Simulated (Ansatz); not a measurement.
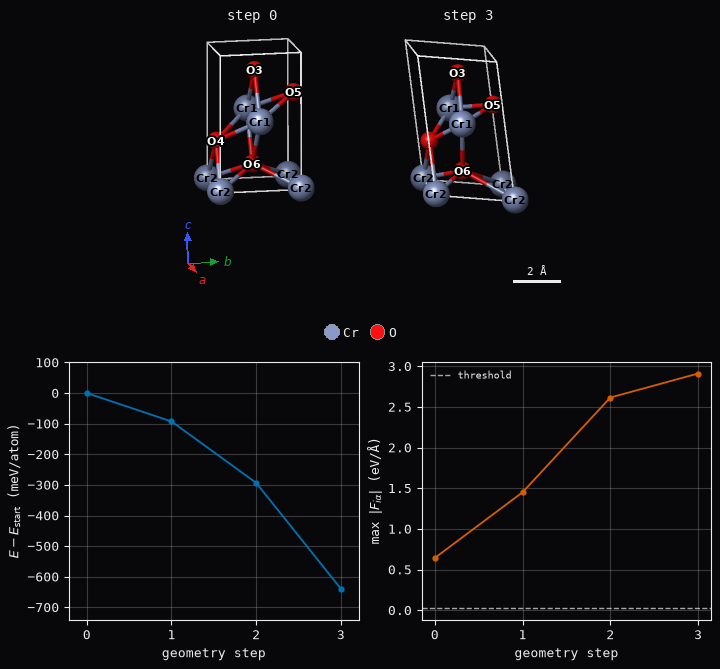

First and last geometry of a relaxation of a crystal of CrO$_{2}$ (a generated structure, set up in P1) (coarse preliminary run), with the history of the run. The picture is a ball-and-stick view of the cell of the calculation, seen slightly off an axis.

These are results of DFT PBE, scalar-relativistic, plane waves, PAW (Ansatz 0.2.0), not measurements.

The input:
```yaml
crystal:
  lattice:
    - [0.0192668296, -0.0225700486, -2.7001139773]
    - [1.7702409789, -3.0702807767, -0.0383205055]
    - [-5.2457110699, -3.0327461579, 0.012284258]
  atoms:
    - { symbol: Cr, position: [0.9882816484, 0.4949724883, 0.5067997253], spin: 3.3 }
    - { symbol: Cr, position: [0.0100770179, -0.0001400851, 0.0120120782], spin: 3.3 }
    - { symbol: O, position: [0.4825698205, 0.5085628984, 0.8333084999], spin: -0.34 }
    - { symbol: O, position: [0.4881638023, 0.0331261759, 0.3297389691], spin: -0.34 }
    - { symbol: O, position: [0.5219763497, -0.0140949894, 0.6643085994], spin: -0.34 }
    - { symbol: O, position: [0.5089313612, 0.4775735119, 0.153832128], spin: -0.34 }
basis:
  ecutwfc: 420
kpoints:
  mp_grid: { grid: [8, 6, 4] }
hamiltonian:
  xc: pbe
scf:
  occupations: { method: gaussian, width: 0.2 }
  lower_state_search: "off"
output:
  forces: true
  stress: true
  eigenvalues: true
  populations: true
magnetization:
  spin_polarized: true
relax:
  adjacent_minimum: "off"
  f_tol: 0.025
  max_steps: 60
  cell: { stress_tol: 0.25 }
```

Command:
```bash
ansatz run input.yaml --threads 1 --pin off --max-ram 2048MiB --backend cpu --events-out ev --progress --plain --runs-dir out
```

### What do the curves and the structures tell?

The run was cut off at its time limit before the relaxation converged, so the last structure is only a point on the way. The atom that moves furthest relative to the cell is O5 (0.26 Å along [3 −2 −1]). By element the largest moves are O 0.26 Å, Cr 0.21 Å. The volume changes by −2.2 %, with a 2.700 → 2.701 Å (0.0 %), b 3.544 → 3.502 Å (−1.2 %), c 6.059 → 6.197 Å (+2.3 %), α 89.9° → 104.0°, β 90.2° → 94.3°, γ 88.8° → 89.8°. Among the contacts that change: Cr1–O4 2.547 → 3.057 Å, Cr1–O4 (another image) 2.594 → 3.069 Å, Cr1–O6 2.564 → 2.919 Å, Cr2–O3 2.515 → 2.860 Å. Among the angles between lasting bonds that change: Cr1–O5–Cr2 131.1° → 117.8°, Cr1–O4–Cr1 69.2° → 81.5°, Cr2–O6–Cr2 70.8° → 82.1°. The space group stays P1 (No. 1). After 3 geometry steps the energy has fallen by 639 meV per atom. Largest force component: 0.64 eV/Å at the start, 2.9 eV/Å at the end. Pressure: −3.73 GPa at the start and −2.09 GPa at the end.

```
step  E − E(0), meV/atom  largest force component, eV/Å  pressure, GPa  volume, Å³/atom
   0                0.00                         0.6435          -3.73            9.663
   1              -92.63                         1.4507          -2.16            9.515
   2             -293.24                         2.6154          -5.14            9.605
   3             -639.12                         2.9104          -2.09            9.451
```
